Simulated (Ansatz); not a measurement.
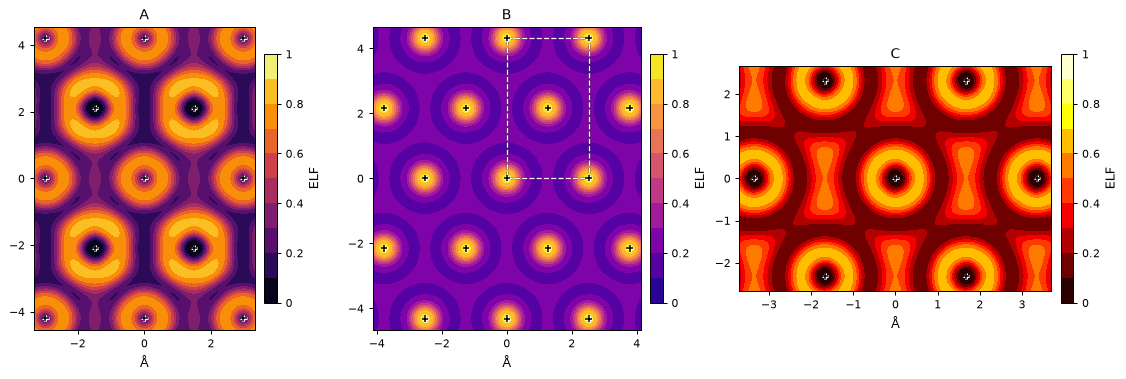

The electron localisation function of 3 systems, each on a plane through atoms (crosses mark nuclei in the plane).

All numbers below come from DFT PBEsol, scalar-relativistic, plane waves, PAW (Ansatz 0.2.0).

System 1: Cu, the (101̄) plane of the conventional cell. Space group I4/mmm; changed on purpose from its base cell (strain -0.015 along x and y, -0.030 along z, atoms carried along); computed pressure about 3 GPa in this cell; computed without spin polarisation.

System 2: MoS, the (110) plane of the calculation cell. Space group Pm-3m; started from the CsCl (B2) prototype, which need not be the ambient phase; the program warned that a starting moment wasn't kept; spin-polarised, but the moments vanished.

```xyz
4
Lattice="2.9706 0.0000 0.0000 0.0000 2.9706 0.0000 0.0000 0.0000 5.9413" Properties=species:S:1:pos:R:3 pbc="T T T"
Mo    0.0000    0.0000    0.0000
S     1.4853    1.4853    1.4853
Mo    0.0000    0.0000    2.9706
S     1.4853    1.4853    4.4560
```

System 3: Ti, the (110) plane of the conventional cell. Space group I4/mmm; changed on purpose from its base cell (strain +0.0200 x Voigt [1, 0, 0, 0, 0, 0], atoms carried along); computed pressure about −8 GPa in this cell; computed without spin polarisation.

```xyz
2
Lattice="0.0000 0.0000 -3.2820 0.0000 3.2820 0.0000 3.3476 0.0000 0.0000" Properties=species:S:1:pos:R:3 pbc="T T T"
Ti    0.0000    0.0000    0.0000
Ti    1.6738    1.6410   -1.6410
```

Question: Match each panel to its system.

Answer: Panel A is system 2, MoS: the plane holds Mo and S. Mo–S (2.57 Å): the ELF peaks at about 0.85 in the valence shell of S, 0.8 Å from its nucleus, and is about 0.35 at the midpoint. Panel B is system 1, Cu: the plane holds Cu. Cu–Cu (2.50 Å): the ELF is about 0.20 at the midpoint (no localised pair shows between them). Panel C is system 3, Ti: the plane holds Ti. Ti–Ti (2.86 Å): the ELF is about 0.20 at the midpoint; no localised pair shows between them.
